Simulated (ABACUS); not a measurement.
## A series of single points on InP

System: InP (2 atoms in the cell).
Method: Kohn-Sham DFT of a periodic cell, PBE, PseudoDojo NC SR 0.4.1 PBE standard, no spin polarisation (ABACUS 3.10.1).

The 7 runs differ only in the geometry, by an even scaling of the cell at fixed fractional positions. The structure derives from an entry of the Crystallography Open Database.

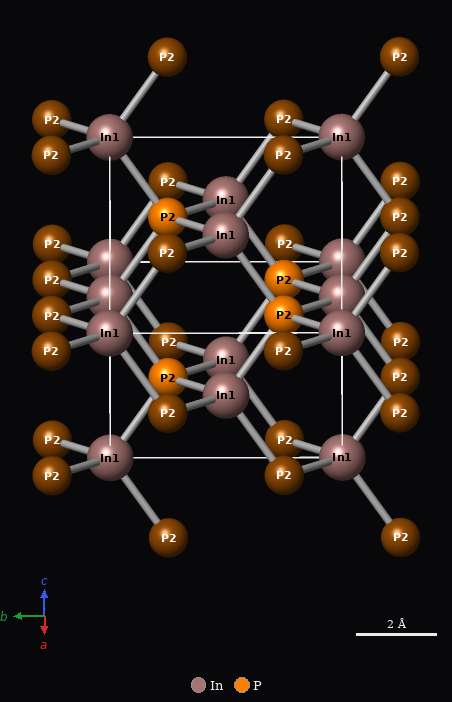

Figure 1. The structure of run 4 (ball-and-stick view of the cell 4 times as large as that of the calculation, set on its symmetry axes, seen at an oblique angle; neighbours outside the cell are drawn fainter; atoms are numbered from 1 in the order of the input).

### The input of run 4
```
INPUT_PARAMETERS
suffix              InP
calculation         scf
basis_type          lcao
pseudo_dir          ./
orbital_dir         ./
symmetry            1
dft_functional      pbe
ecutwfc             100
pseudo_rcut         10
nspin               1
nbands              13
ks_solver           genelpa
smearing_method     fd
smearing_sigma      0.00367493
scf_thr             1e-07
scf_nmax            100
mixing_type         broyden
mixing_beta         0.7
cal_force           1
cal_stress          1
out_mul             1
out_chg             1
out_pot             2
out_elf             1
```

### File STRU of run 4
```
ATOMIC_SPECIES
In 114.8180 In.upf
P 30.9738 P.upf

NUMERICAL_ORBITAL
In_confined-atom_8au_2s2p2d.orb
P_confined-atom_7au_2s2p1d.orb

LATTICE_CONSTANT
1.8897261246

LATTICE_VECTORS
0.0000000000 2.9305000000 2.9305000000
2.9305000000 0.0000000000 2.9305000000
2.9305000000 2.9305000000 0.0000000000

ATOMIC_POSITIONS
Direct

In
0.0
1
0.0000000000 0.0000000000 0.0000000000 1 1 1

P
0.0
1
0.7500000000 0.7500000000 0.7500000000 1 1 1
```

### File KPT of run 4
```
K_POINTS
0
Gamma
8 8 8 0 0 0
```

Command:
```bash
OMP_NUM_THREADS=1 mpirun -np 4 abacus > log
```

Run 2 differs from it as follows:
```diff
-out_chg             1
-out_pot             2
-out_elf             1
-0.0000000000 2.9305000000 2.9305000000
-2.9305000000 0.0000000000 2.9305000000
-2.9305000000 2.9305000000 0.0000000000
+0.0000000000 2.8908937935 2.8908937935
+2.8908937935 0.0000000000 2.8908937935
+2.8908937935 2.8908937935 0.0000000000
```

### Results, with one run withheld

| run | volume per atom (Å³) | free energy per atom, from the lowest run given (meV) | pressure (GPa) | gap on the mesh (eV) |
| --- | --- | --- | --- | --- |
| 1 | 23.657 | 82.51 | 9.65 | 1.35 |
| 2 | 24.160 | ? | ? | ? |
| 3 | 24.663 | 34.50 | 5.77 | 1.08 |
| 4 | 25.167 | 18.98 | 4.12 | 0.95 |
| 5 | 25.670 | 8.39 | 2.64 | 0.83 |
| 6 | 26.173 | 2.24 | 1.32 | 0.71 |
| 7 | 26.677 | 0.00 | 0.13 | 0.59 |

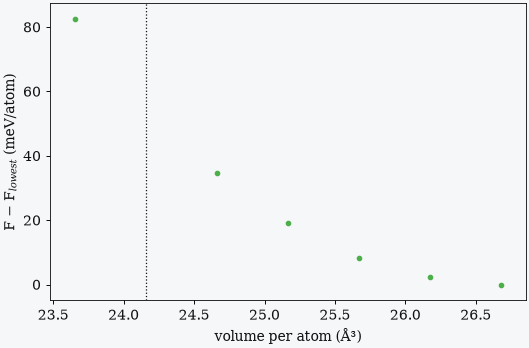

Figure 2. Free energy per atom of the runs given; the dotted line marks run 2.

What should run 2 give?

A cubic polynomial in V^(−2/3) (the Birch–Murnaghan form), fitted to the 6 runs given, misses them by at most 0.01 meV per atom. With x = V^(−2/3) − 0.11603 Å⁻², it reads F = 15.695 + 7576.2 x + 9.2459e+05 x² + 2.6953e+06 x³ (meV per atom). At run 2 it gives 55.45 meV per atom, and the run itself gives 55.42. The slope of the fit gives a pressure −dF/dV of 7.61 GPa there, and the run prints 7.61 GPa. The fit has no minimum inside this range. The gap on the mesh goes, without turning, from 1.35 eV in run 1 to 0.59 eV in run 7; run 2 has 1.21 eV. These are gaps of this functional on this mesh, which can miss the band edges; they aren't the measured gap.

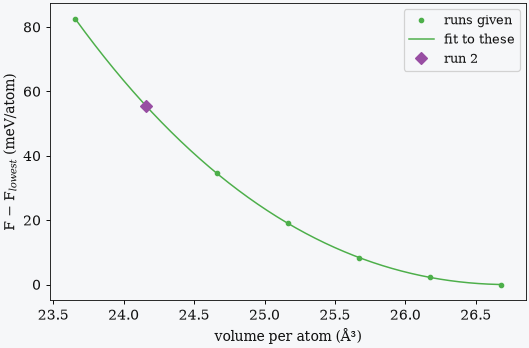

Figure 3. The fit and the withheld run.

### Some lines of the output (run 2)
```
[...]
                             Volume (A^3) = 48.3199
 E_Fermi        0.5684070514         7.7335746822
 E_Fermi        0.6158881721         8.3795884710
 E_Fermi        0.6094038009         8.2913640752
 E_Fermi        0.6123767991         8.3318137908
 E_Fermi        0.6128177692         8.3378134973
 E_Fermi        0.6128813733         8.3386788748
 E_Fermi        0.6128833312         8.3387055137
 E_KS(sigma->0) -146.7663042492      -1996.8580121906
 E_Fermi        0.6128835855         8.3387089735
 final etot is -1996.8580122 eV
 EFERMI = 8.3387089735 eV
 TOTAL-PRESSURE: 76.050266 KBAR
 !FINAL_ETOT_IS -1996.8580122169303195 eV
```

Notes: Points of doubt noted for this run: home made orbitals.
